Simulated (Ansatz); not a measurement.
# Single-point calculation of Ti₃H (part 1 of 3)

Ti₃H (slab, 4 atoms in the cell), computed with DFT PBE, scalar-relativistic, plane waves, PAW, PAW set soft_1, spin-polarised (Ansatz 0.2.0).

The structure derives from an entry of the Crystallography Open Database. Figures and captions count atoms from 1; the log counts them from 0 in places.

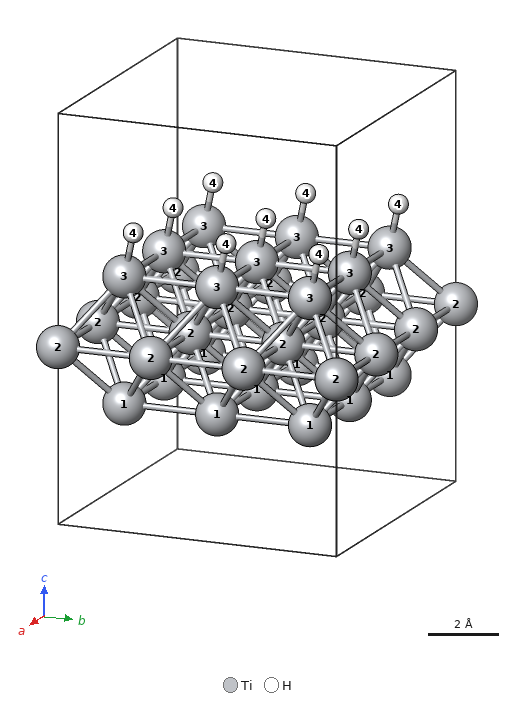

**Figure 1.** The structure as given in the input (ball-and-stick view of the 3 × 3 repeat of the cell, with the vacuum cut short, seen slightly off an axis; atoms are numbered from 1 in the order of the input). An atom can appear more than once, as a periodic image.

Input file:
```yaml
crystal:
  lattice:
    - [2.9075446931, 0.0, 0.0]
    - [0.0, 2.9075446931, 0.0]
    - [0.0, 0.0, 20.8059825779]
  atoms:
    - { symbol: Ti, position: [0.5, 0.5, 0.1922523959] }
    - { symbol: Ti, position: [0.0, 0.0, 0.2837148153] }
    - { symbol: Ti, position: [0.5, 0.5, 0.3751797133] }
    - { symbol: H, position: [0.6666666667, 0.6666666667, 0.4463130998], spin: 1.0 }
basis:
  ecutwfc: 420
kpoints:
  mp_grid: { grid: [9, 9, 1] }
hamiltonian:
  xc: pbe
  pseudopotentials: { kind: paw, azcp: { folder: soft_1 } }
scf:
  occupations: { method: gaussian, width: 0.1 }
output:
  forces: true
  eigenvalues: true
  populations: true
  write_density: true
  write_potential: true
  elf: true
  volumetric_format: npy
magnetization:
  spin_polarized: true
efield:
  axis: 3
  dipole_correction: true
  ramp_width: 0.04
```

Machine: 1 thread of Arm Neoverse V1, 24 GiB of memory available, shared host.

Command:
```bash
ansatz run input.yaml --threads 1 --pin off --max-ram 3072MiB --backend cpu --events-out ev --progress --plain --runs-dir out
```

Log:
```
Engine: ansatz 0.2.0, aarch64-unknown-linux-gnu
Pseudopotentials: kind: paw
Pseudopotential: Ti, paw, valence charge 12, recommended cutoff 420 eV (normal), [file]
Pseudopotential: H, paw, valence charge 1, recommended cutoff 420 eV (normal), [file]
Functional definition: PBE
  parameter kappa = 0.804
  parameter beta = 0.06672455060314922
  exchange = pbe_x(kappa = kappa, mu = beta*pi^2/3)
  correlation = pbe_c(beta = beta)
Crystal: 4 atoms, lattice volume = 175.890 Å³
Basis set: ecut = 420 eV, 3401 PW (Γ), exchange–correlation on 40×40×288 points (8 copies of the dense FFT grid, shifted against one another)
Bands: 23, of which v1, the nominal top of the filled ones, is band 19 counted from 1 (18 counted from 0)
Symmetry: 2 space group operations
k-points: 25 of 81 (time reversal used)
Non-local potential: Ti, projectors of the file, l = 0: 3, l = 1: 2, l = 2: 3, l = 3: 1
Non-local potential: H, projectors of the file, l = 0: 2, l = 1: 1
PAW form: soft (Blöchl's): semilocal exchange-correlation on the pseudo side does not see the compensation charge
PAW one-centre angular grid: Ti, 590 points (default); XC on 64 Gauss nodes
PAW one-centre angular grid: H, 110 points (default); XC on 64 Gauss nodes
Initial density: superposition of atomic densities (neutral atoms: chi_scale 0, normalization atom)
Starting moments: Σ|m| = 1 μB on 1 of 4 sites
Initial wavefunctions: pseudopotential atomic-orbital guess
Functional: x = pbe(κ = 0.804, μ = 0.2195149727645171), c = pbe(β = 0.06672455060314922)
```
